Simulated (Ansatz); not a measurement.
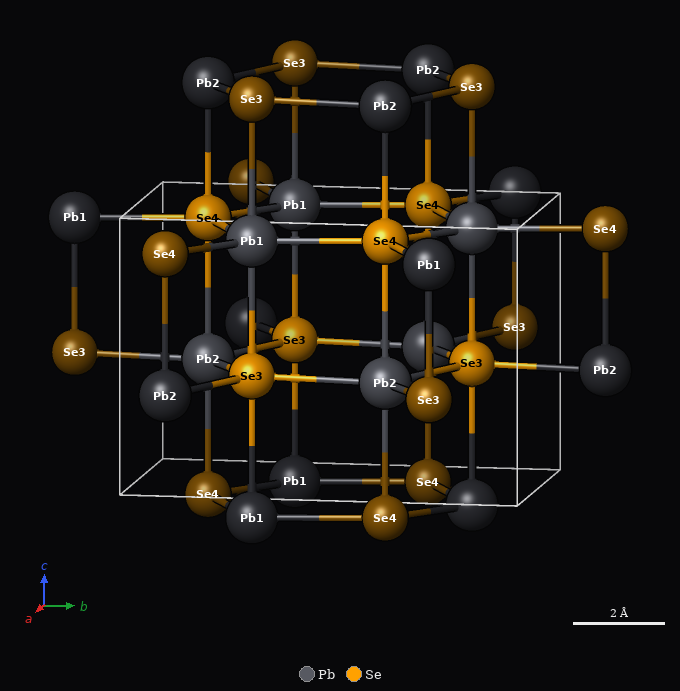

**Figure 1.** The input geometry of run A (ball-and-stick view of the cell 2 times as large as that of the calculation, set on its symmetry axes, seen slightly off an axis; neighbours outside the cell are drawn fainter; atoms are numbered from 1 in the order of the input). An atom can appear more than once, as a periodic image.

**What a change does: band-structure calculation on PbSe**

System: PbSe (4 atoms in the cell).
Method of run A: DFT, r2SCAN, plane waves, PAW, no spin polarisation (Ansatz 0.2.0).

The structure was built on a prototype by a generator. The geometry comes from this level: r2SCAN (a point of a series of strains). Text and figures count atoms from 1; the logs count them from 0 in places.

### The input, run A
```yaml
crystal:
  lattice:
    - [5.3293686753, 0.0, 0.0]
    - [-2.6646843377, 4.4809404456, 0.0]
    - [0.0, 0.0, 6.2147749634]
  atoms:
    - { symbol: Pb, position: [0.332030758, 0.6640615161, -0.0685543278] }
    - { symbol: Pb, position: [0.667969242, 0.3359384839, 0.4314456722] }
    - { symbol: Se, position: [0.3322629725, 0.6645259451, 0.4435543278] }
    - { symbol: Se, position: [0.6677370275, 0.3354740549, 0.9435543278] }
kpoints:
  mp_grid: { grid: [6, 6, 4] }
  band_path:
    path:
      - [0.0, 0.0, 0.0]
      - [0.5, 0.0, 0.0]
      - [0.3333333333, 0.3333333333, 0.0]
      - [0.0, 0.0, 0.5]
      - [0.5, 0.0, 0.5]
      - [0.3333333333, 0.3333333333, 0.5]
      - [0.354167, 0.322917, 0.494792]
      - [-0.359375, -0.320313, 0.492187]
    npoints: 1
hamiltonian:
  xc: r2scan
scf:
  occupations: { method: fixed }
  n_extra_bands: 5
output:
  forces: true
  stress: true
  eigenvalues: true
```

Command:
```bash
ansatz run input.yaml --threads 4 --pin off --max-ram 4608MiB --backend cpu --events-out ev --progress --plain --runs-dir out
```

Hardware: 4 threads of Intel Xeon @ 2.50GHz (Skylake/Cascade Lake), 189 GiB of memory available, shared host.

### Output, shortened to warnings, some set-up lines, iterations and results (run A)
```
Basis set: ecut = 500 eV, 3771 PW (Γ), exchange–correlation on 160×160×192 points (64 copies of the dense FFT grid, shifted against one another)
Symmetry: 4 space group operations
k-points: 39 of 144 (time reversal used)
Initial density: superposition of atomic densities (neutral atoms: chi_scale 0, normalization atom), corrected by the library's trained network
[...]
SCF iter   1: F=—  HF=-34800.178174 eV  |F-HF|=—  |Δ(HF+E_count)|=         —  Δρ=5.75e-3  dr2=6.68e-2  dr2_τ=7.91e-3  ethr=1.77e-3  ⟨swp⟩=5.0  Hψ=4906  notcnv=0  defer=112
SCF iter   2: F=—  HF=-34800.168657 eV  |F-HF|=—  |Δ(HF+E_count)|=   9.52e-3  Δρ=2.19e-3  dr2=7.92e-3  dr2_τ=5.16e-4  ethr=1.11e-4  ⟨swp⟩=3.0  Hψ=2926  notcnv=0  defer=116
SCF iter   3: F=—  HF=-34800.168380 eV  |F-HF|=—  |Δ(HF+E_count)|=   2.78e-4  Δρ=6.93e-4  dr2=8.80e-4  dr2_τ=2.23e-5  ethr=1.32e-5  ⟨swp⟩=2.4  Hψ=2183  notcnv=0  defer=117
SCF iter   4: F=—  HF=-34800.168599 eV  |F-HF|=—  |Δ(HF+E_count)|=   2.19e-4  Δρ=2.87e-4  dr2=8.47e-5  dr2_τ=3.00e-6  ethr=1.47e-6  ⟨swp⟩=2.1  Hψ=1818  notcnv=0  defer=117
SCF iter   5: F=—  HF=-34800.168721 eV  |F-HF|=—  |Δ(HF+E_count)|=   1.23e-4  Δρ=4.62e-5  dr2=3.36e-6  dr2_τ=8.24e-8  ethr=1.41e-7  ⟨swp⟩=2.8  Hψ=2374  notcnv=0  defer=48
SCF iter   6: F=—  HF=-34800.168724 eV  |F-HF|=—  |Δ(HF+E_count)|=   3.40e-6  Δρ=9.99e-6  dr2=2.20e-7  dr2_τ=9.67e-9  ethr=5.60e-9  ⟨swp⟩=2.1  Hψ=1758  notcnv=0  defer=55
SCF iter   7: F=-34800.168725 eV  HF=-34800.168725 eV  |F-HF|=2.56e-8  |Δ(HF+E_count)|=   2.83e-7  Δρ=3.60e-6  dr2=2.08e-8  dr2_τ=3.19e-10  ethr=1.67e-10  ⟨swp⟩=10.2  Hψ=6836 …
SCF 1 converged in 7 iterations: F = -34800.168725 eV  dr2 = 2.08e-8
NSCF: frozen V_eff on 8 k-points
SCF converged after 7 iterations
Free energy (F): -34800.168725 eV
Harris-Foulkes:  -34800.168725 eV  (|F-HF|=2.56e-8)
Internal energy: -34800.168725 eV  (E = F + TS)
E sigma→0 (E₀):  -34800.168725 eV
Fermi energy:    5.653281 eV
--- Per-component energies (eV) ---
  E_band       = -1068.708978
  E_kinetic    = 808.444402
  E_local      = -8454.365928  (includes V_loc(G=0)·N_el)
  E_nonlocal   = -489.675891
  E_hartree    = 3900.286088
  E_xc         = -613.044767
  E_vxc        = -501.394033  (∫ρ·V_xc dr)
  E_paw        = -24712.186247  (= ΣΔE_a)
  E_vpaw       = -264.077488  (= ΣTr[D̂ρ^β])
  E_aug_tail   = -0.000373  (compensation charges beyond the density's cutoff)
  E_vtau       = 31.793184  (kinetic-family band-sum trace: ∫τ·v_τ [+ j·A + Jᵃ·Aᵃ] dr)
  E_ewald      = -5238.027473
  E_core_change = -1.598536  (= ΣΔE_core)
  E_smearing   = -0.000000  (= −TS)
  E_closure    = -0.000000  (closes the sum)
  Σ components = -34800.168725   (vs F -34800.168725, Δ=0.00e0)
--- Forces (eV/Å), atoms counted from 1 ---
  atom   1  Pb     0.00000000    -0.00064248    -0.00043094
  atom   2  Pb    -0.00000000     0.00064248    -0.00043094
  atom   3  Se    -0.00000000     0.00034101     0.00043516
  atom   4  Se     0.00000000    -0.00034101     0.00043516
  max |Σ_I F_I| component: 8.44e-6 eV/Å
--- Stress (GPa, compression-positive) ---
       -1.402957       0.000000       0.000000
        0.000000      -1.438784       0.000000
        0.000000       0.000000      -0.217509
  P = ⅓ Tr σ = -1.0197 GPa (-10.197 kbar)
```

For run B the input was changed thus:
```diff
-  xc: r2scan
+  xc: pbe
-  occupations: { method: fixed }
+  occupations: { method: fermi_dirac, width: 0.02 }
```

What does this change do to the results?

The total energies belong to different methods, so their difference says nothing on which is more stable or more accurate. The gap on the mesh goes from 1.58 to 1.25 eV. The pressure goes from −1.02 to −0.21 GPa. The functional changes from r2SCAN to PBE. The number of SCF iterations is the same. The default cutoff goes from 500 to 420 eV with the change. The plane waves at Γ go from 3771 to 2927. On the same kind of shared host run B took about 0.64 times as long.

### Output, shortened to warnings, some set-up lines, iterations and results (run B)
```
Basis set: ecut = 420 eV, 2927 PW (Γ), exchange–correlation on 72×72×90 points (8 copies of the dense FFT grid, shifted against one another)
Symmetry: 4 space group operations
k-points: 39 of 144 (time reversal used)
Initial density: superposition of atomic densities (neutral atoms: chi_scale 0, normalization atom), corrected by the library's trained network
[...]
SCF iter   1: F=—  HF=-34752.921211 eV  |F-HF|=—  |Δ(HF+E_count)|=         —  Δρ=1.25e-3  dr2=4.57e-3  ethr=1.77e-3  ⟨swp⟩=7.9  Hψ=5813  notcnv=0
SCF iter   2: F=—  HF=-34752.918793 eV  |F-HF|=—  |Δ(HF+E_count)|=   2.42e-3  Δρ=6.18e-4  dr2=9.14e-4  ethr=7.62e-6  ⟨swp⟩=2.0  Hψ=2606  notcnv=0  defer=33
SCF iter   3: F=—  HF=-34752.919129 eV  |F-HF|=—  |Δ(HF+E_count)|=   3.36e-4  Δρ=2.14e-4  dr2=1.61e-4  ethr=1.52e-6  ⟨swp⟩=3.0  Hψ=2547  notcnv=0  defer=33
SCF iter   4: F=—  HF=-34752.919217 eV  |F-HF|=—  |Δ(HF+E_count)|=   8.82e-5  Δρ=8.34e-5  dr2=2.88e-5  ethr=2.68e-7  ⟨swp⟩=2.0  Hψ=1664  notcnv=0  defer=33
SCF iter   5: F=—  HF=-34752.919249 eV  |F-HF|=—  |Δ(HF+E_count)|=   3.19e-5  Δρ=3.01e-5  dr2=2.37e-6  ethr=4.79e-8  ⟨swp⟩=2.5  Hψ=1991  notcnv=0  defer=33
SCF iter   6: F=—  HF=-34752.919253 eV  |F-HF|=—  |Δ(HF+E_count)|=   4.11e-6  Δρ=1.32e-5  dr2=3.95e-7  ethr=3.95e-9  ⟨swp⟩=2.0  Hψ=2497  notcnv=0  defer=33
SCF iter   7: F=-34752.919255 eV  HF=-34752.919255 eV  |F-HF|=1.75e-7  |Δ(HF+E_count)|=   1.88e-6  Δρ=2.85e-6  dr2=1.87e-8  ethr=1.67e-10  ⟨swp⟩=8.7  Hψ=6043  notcnv=0
SCF 1 converged in 7 iterations: F = -34752.919255 eV  dr2 = 1.87e-8
NSCF: frozen V_eff on 8 k-points
SCF converged after 7 iterations
Free energy (F): -34752.919255 eV
Harris-Foulkes:  -34752.919255 eV  (|F-HF|=1.75e-7)
Internal energy: -34752.919255 eV  (E = F + TS)
E sigma→0 (E₀):  -34752.919255 eV
Fermi energy:    6.466832 eV
--- Per-component energies (eV) ---
  E_band       = -1024.934690
  E_kinetic    = 809.386628
  E_local      = -8448.344099  (includes V_loc(G=0)·N_el)
  E_nonlocal   = -492.136582
  E_hartree    = 3895.218235
  E_xc         = -649.873255
  E_vxc        = -460.526948  (∫ρ·V_xc dr)
  E_paw        = -24629.141591  (= ΣΔE_a)
  E_vpaw       = -223.747487  (= ΣTr[D̂ρ^β])
  E_aug_tail   = -0.001119  (compensation charges beyond the density's cutoff)
  E_ewald      = -5238.027473
  E_smearing   = -0.000000  (= −TS)
  E_closure    = 0.000000  (closes the sum)
  Σ components = -34752.919255   (vs F -34752.919255, Δ=0.00e0)
--- Forces (eV/Å), atoms counted from 1 ---
  atom   1  Pb     0.00000000    -0.00606840     0.01890849
  atom   2  Pb    -0.00000000     0.00606840     0.01890849
  atom   3  Se     0.00000000    -0.00616414    -0.01890207
  atom   4  Se    -0.00000000     0.00616414    -0.01890207
  max |Σ_I F_I| component: 1.28e-5 eV/Å
--- Stress (GPa, compression-positive) ---
       -0.687784      -0.000000      -0.000000
       -0.000000      -0.658140       0.000000
       -0.000000       0.000000       0.704493
  P = ⅓ Tr σ = -0.2138 GPa (-2.138 kbar)
```

### The two runs side by side

| quantity | run A | run B |
| --- | --- | --- |
| outcome | converged | converged |
| free energy per atom (eV) | −8700.0422 | −8688.2298 |
| gap on the mesh (eV) | 1.58 | 1.25 |
| pressure (GPa) | −1.02 | −0.21 |
| largest force (eV/Å) | 0.001 | 0.020 |
| SCF iterations | 7 | 7 |
| irreducible k-points | 39 | 39 |
| plane waves at Γ | 3771 | 2927 |
| wall time (shared host) | 19 s | 12 s |

For both runs: Spin–orbit coupling is left out, which matters for Pb.
